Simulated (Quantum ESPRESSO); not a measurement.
# Moments and magnetic energies of ferromagnetic and ferrimagnetic Mn3GaC under tetragonal distortion at fixed volume (PBEsol)

Magnetic cooling and strain-controlled magnetic films need materials whose magnetic order responds strongly to a small change of the lattice. Mn3GaC is of interest for both, and a film clamped to a substrate is generally distorted away from the cubic shape. We therefore examine how its moments and magnetic energies change when the cell is compressed or stretched along z at fixed volume. The calculations use PBEsol with collinear spins. Energies are given per Mn atom, either relative to the run without spin polarisation in the same cell or as the difference between the opposed and the parallel order. The opposed order is ferrimagnetic. The measured antiferromagnetic order needs a larger cell and was not computed, so the results do not establish the ground state.

## Computational details

One system, Mn3GaC (antiperovskite, Pm-3m), 5 atom(s) a primitive cell, from measured cells of the Crystallography Open Database (measured order: antiferro k=(1/2,1/2,1/2) (arxiv:1708.09554)). Quantum ESPRESSO 7.5, plane waves with GBRV 1.5 PBEsol pseudopotentials, cutoff 544 eV, Fermi-Dirac smearing of 0.05 eV, k meshes whose coarsest spacing along a reciprocal vector is 0.20 to 0.22 1/Å over all runs (2π included). Functional: PBEsol, no Hubbard U; collinear spins, no spin-orbit coupling. Atoms stay at fixed fractions of the cell and the mesh divisions are held. In the given cell the shortest lattice vector along z is 3.896 Å long and the shortest in the xy plane 3.896 Å. At each point the moments on Mn are started parallel, opposed (signs ++-) and without spin polarisation. Of the opposed order at the middle point, it reverses 5.33 of 8 magnetic neighbours at 2.75 Å and 0 of 6 magnetic neighbours at 3.90 Å. Runs that did not converge or carry a known fault are not listed. The same in all rows: metal or insulator in the run from the parallel start, judged by its smearing entropy or density of states at the Fermi energy (a gap under a few smearing widths counts as a metal): metal.

Notes on method and selection:

- Each state is what a run reaches from typed starting moments; only a few collinear orders were started, so the lowest found need not be the ground state. Spin-orbit coupling is left out of these energies, which are free energies at the smearing width. A magnetic atom is one that was given a starting moment.
- Site moments count the spin inside each program's own atomic sphere, so they depend somewhat on its radius and leave out the spin between the spheres.
- Quantum ESPRESSO sets the radius of an element's spheres to about 0.41 of its shortest distance to a neighbour, so it changes from cell to cell and the site moment with it.
- A measured moment is set beside the table only where the run ends ferromagnetic and the measured order is ferromagnetic too.
- Runs that did not converge, have known faults or may not be shown are not listed, and runs on Ansatz's PAW sets soft_1 and soft_2 are kept to separate tables.

Columns:

- tetragonal distortion: factor on the z length of the cell at fixed volume.
- moment (μB): largest site spin moment reached from the parallel start.
- moment, opposed (μB): largest site spin moment reached from the opposed start.
- gain, opposed (meV): energy of the run without spin polarisation less that of the run from the opposed start, per magnetic atom.
- magnetic distance (Å): shortest distance between magnetic atoms.
- net moment (μB): net spin moment of that run per magnetic atom.
- magnetic energy gain (meV): energy of the run without spin polarisation less that of the parallel start, per magnetic atom (positive: magnetism is favoured).
- E(opposed) - E(parallel) (meV): energy of the run from the opposed start less that of the parallel start, per magnetic atom (positive: parallel is favoured); blank where the run from the opposed start ran out of time.

Input lines of one member:

```
&SYSTEM
  ecutwfc = 40
  ecutrho = 280
  nbnd = 50
  occupations = 'smearing'
  smearing = 'fd'
  degauss = 0.00367493
  nspin = 2
  starting_magnetization(1) = 0.2333
  starting_magnetization(2) = 0
  starting_magnetization(3) = 0
/
&ELECTRONS
  conv_thr = 1d-08
  mixing_beta = 0.3
/
K_POINTS automatic
8 8 8 0 0 0
```

Command (options for logging and memory left out): `pw.x -in pw.in`

## Results

| member | tetragonal distortion | moment (μB) | moment, opposed (μB) | gain, opposed (meV) | magnetic distance (Å) | net moment (μB) | magnetic energy gain (meV) | E(opposed) - E(parallel) (meV) |
| --- | --- | --- | --- | --- | --- | --- | --- | --- |
| 0.92 | 0.92 | 2.13 | – | – | 2.709 | 2.087 | 300.6 | – |
| 0.96 | 0.96 | 1.96 | – | – | 2.729 | ? | ? | – |
| 1 | 1.00 | 1.79 | 2.10 | 182.6 | 2.755 | 1.938 | 207.7 | 25.1 |
| 1.04 | 1.04 | 2.15 | 2.28 | 205.2 | 2.701 | 2.011 | 234.6 | 29.4 |
| 1.08 | 1.08 | 2.29 | 2.42 | 222.5 | 2.651 | 2.057 | 276.3 | 53.8 |

Cells marked ? are withheld until the estimate has been made.

net moment (μB) against tetragonal distortion, members shown:

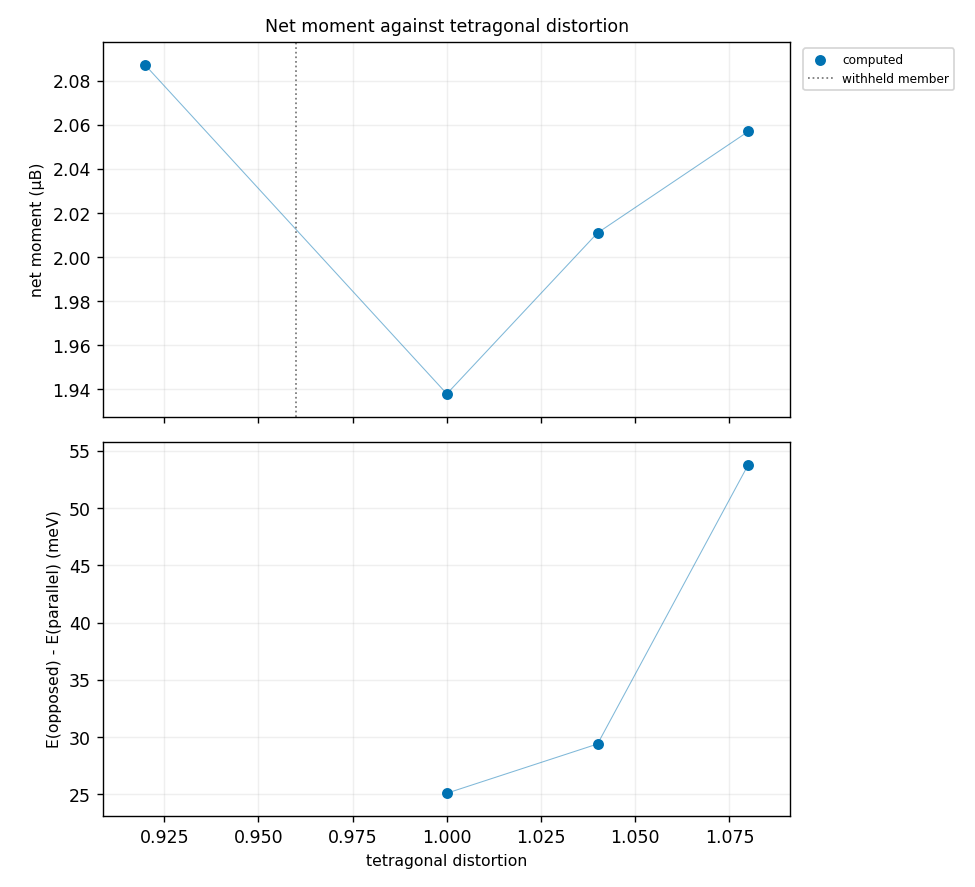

## Reading the trend

Among the members shown, the cubic cell has the smallest net moment and the smallest magnetic energy gain. Compression to 0.92 raises the net moment by 2.087 − 1.938 = 0.149 μB per Mn, and stretching to 1.08 raises it by 2.057 − 1.938 = 0.119 μB. The energy gain of the parallel order rises by 300.6 − 207.7 = 92.9 meV and 276.3 − 207.7 = 68.6 meV per Mn.

The Mn–C bonds offer a reason for the site moments. Each Mn has two C neighbours, at half a cell edge. At 1.08 the single Mn bonded along z has Mn–C distances of 3.896 × 1.08 / 2 = 2.104 Å, against 3.896 / 2 = 1.948 Å in the cubic cell. At 0.92 the other two Mn have the longer bonds, 3.896 / (2 × √0.92) = 2.031 Å. In both cases the largest moment sits where the bonds have lengthened, as expected when weaker mixing with C 2p states narrows the Mn d bands. The sphere radius also changes with the cell, so the site moments are less exact than the net moment.

Cubic symmetry explains why both signs of distortion can act alike. To first order, the gain on sites with longer bonds cancels the loss on sites with shorter ones, and the mean moment changes only at higher order. Symmetry does not fix the direction of that change; the table shows an increase.

The energy gain grows faster than the square of the net moment. From the cubic cell to 0.92 the squared moment rises by a factor (2.087 / 1.938)² = 1.16, the gain by 300.6 / 207.7 = 1.45. A distortion that makes the non-spin-polarised state less favourable could contribute to this.

The parallel order lies below the opposed one in all three cells where both are listed. Its advantage grows from 25.1 meV per Mn in the cubic cell to 53.8 meV at 1.08, with most of the increase beyond 1.04.

## Prediction

Plain estimates from the members shown:

- 0.96, straight-line interpolation between 0.92 and 1: w = (0.96 − 0.92) / (1.00 − 0.92) = 0.500, so 2.087 + 0.500 × (1.938 − 2.087) = 2.013 μB

The member at 0.96 lies midway between two shown cells, and the straight line between them gives 2.013 μB per Mn. Symmetry raises an objection: the mean moment should start flat at the cubic cell, and a pure parabola would give only 1.938 + 0.149 / 4 = 1.975 μB.

The stretched side allows both forms to be tried on a known member. For 1.04, the straight line between 1.00 and 1.08 gives (1.938 + 2.057) / 2 = 1.998 μB, against 2.011 μB in the table, a miss of 0.013 μB. The parabola gives 1.938 + 0.119 / 4 = 1.968 μB and misses by 2.011 − 1.968 = 0.043 μB. A distortion of 4 % is thus already beyond the range where the quadratic term alone describes the moment, and we keep the straight line.

The largest site moment at 0.96, 1.96 μB, is also halfway between its neighbours, 1.79 and 2.13 μB. This suggests no sudden change of magnetic state on the compressed side. It does not justify a shift of the estimate, because that column mainly follows the difference between the Mn sites and not their mean.

The single test missed by 0.013 μB. One miss defines a scatter only loosely, and the parabola marks a possible error towards lower values, so we round the standard deviation up to 0.02 μB.

**Committed estimate, 0.96: net moment = 2.01 ± 0.02 μB.**

## The answer

| member | tetragonal distortion | moment (μB) | magnetic distance (Å) | net moment (μB) | magnetic energy gain (meV) |
| --- | --- | --- | --- | --- | --- |
| 0.96 | 0.96 | 1.96 | 2.729 | 1.996 | 235.5 |

| member | estimate | net moment (μB) | computed | estimate − computed | miss in error bars |
| --- | --- | --- | --- | --- | --- |
| 0.96 | committed | 2.010 | 1.996 | +0.014 | 0.7 |
| 0.96 | interpolation | 2.013 | 1.996 | +0.017 |  |

net moment (μB) against tetragonal distortion:

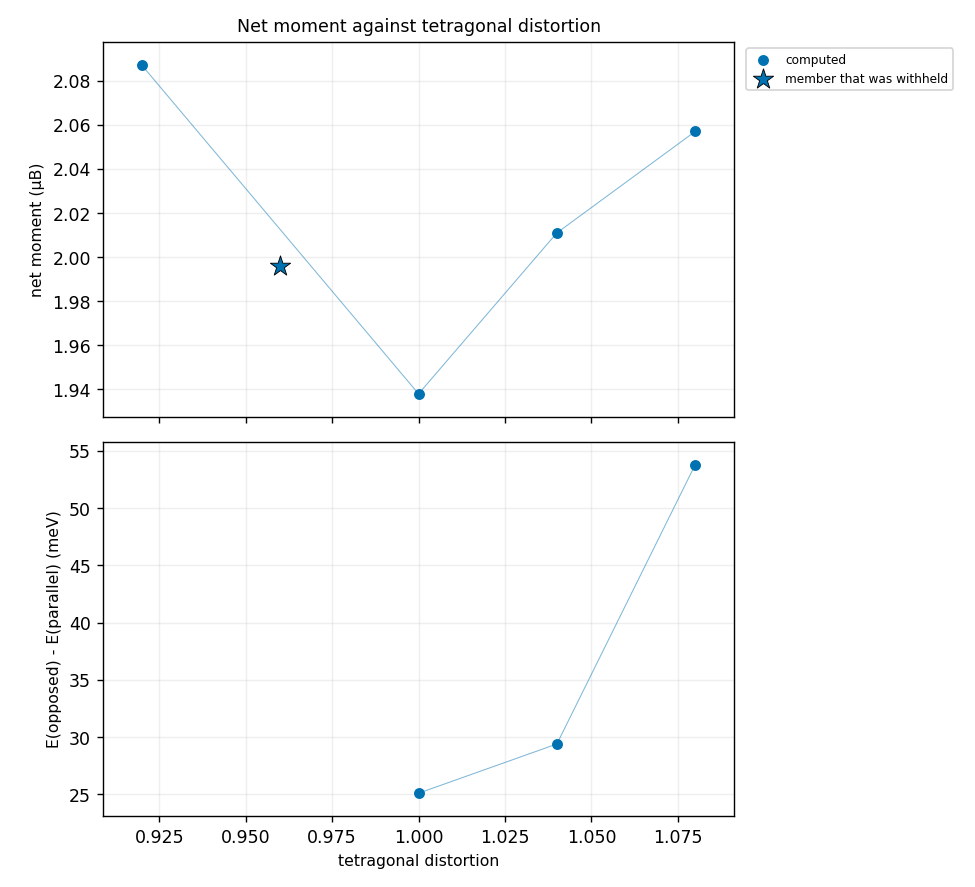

The computed net moment at 0.96 is 1.996 μB per Mn. Our estimate of 2.01 ± 0.02 μB was 0.014 μB too high, inside its error bar. Its small advantage over the plain interpolation, which missed by 0.017 μB, comes only from rounding.

The expectation of no sudden change of magnetic state held: the run stays ferromagnetic, and its moment lies between those of its neighbours. Our case for the straight line over the parabola held less well. On the stretched side the line had been clearly better, but here the parabola's 1.975 μB is 0.021 μB too low, nearly as close as the line. The test at 1.04 therefore did not carry over fully to compression.

The result fits the bond-length picture for the individual sites. At 0.96 the larger moments again sit on the two Mn atoms whose Mn–C bonds have lengthened, while the third Mn has a smaller one. The picture offers a reason for the difference between the sites, but not for the rise of the net moment.

## Departures from the trend

The cubic cell stands out in the net moment. The mean over the two cells distorted by 4 % is (1.996 + 2.011) / 2 = 2.004 μB, and over the two at 8 % it is (2.087 + 2.057) / 2 = 2.072 μB. A parabola through these means would give 2.004 − (2.072 − 2.004) / 3 = 1.981 μB without distortion, which is 1.981 − 1.938 = 0.043 μB above the computed value. In the parallel state the cubic cell also has the largest smearing entropy, which points to more partly filled states near the Fermi energy. Distortion may split bands that are degenerate there and so let the moment grow. Such bands are also sensitive to the k mesh, so part of the offset may be numerical.

The cell at 0.92 has the largest magnetic energy gain, 300.6 − 276.3 = 24.3 meV per Mn above the cell at 1.08. The two are not equally distorted on a logarithmic scale: (ln 0.92 / ln 1.08)² = 1.17. Even quadratic growth would thus explain only about 0.17 × 68.6 = 12 meV. The rest may reflect that compression lengthens the Mn–C bonds of two Mn atoms and stretching those of only one.

## Closing remarks

Between 0.92 and 1.08, each distorted cell has a larger net moment and magnetic energy gain than the cubic cell. The gain grows because distortion raises the energy of the non-spin-polarised state more than that of the parallel state. The cubic cell still has the lowest energy of the five in parallel order.

Interpolation missed the two intermediate moments by 0.017 and 0.013 μB. The mean of the other four members gives (2.087 + 1.938 + 2.011 + 2.057) / 4 = 2.023 μB at 0.96 and (2.087 + 1.996 + 1.938 + 2.057) / 4 = 2.020 μB at 1.04. It misses by 2.023 − 1.996 = 0.027 μB and 2.020 − 2.011 = 0.009 μB, so interpolation has shown no clear advantage.

The magnetisation is $M = 3m\mu_B/V$, where $m$ is the net moment per Mn in μB, $\mu_B$ = 9.274 × 10⁻²⁴ A m² and $V$ = 3.896³ = 59.14 Å³. In MA/m this gives 3 × 1.938 × 9.274 / 59.14 = 0.912 in the cubic cell and 3 × 1.996 × 9.274 / 59.14 = 0.939 at 0.96, a rise of 3 %.

The magnetic order matters far more: the measured antiferromagnetic order would remove the whole net moment, about 2 μB per Mn, against a spread of 0.149 μB in the table.

[Logs are printed without paths, hosts, clocks, repeated set-up lines and the standing remarks that a program may print on its own settings, such as how far it seeks lower states.]
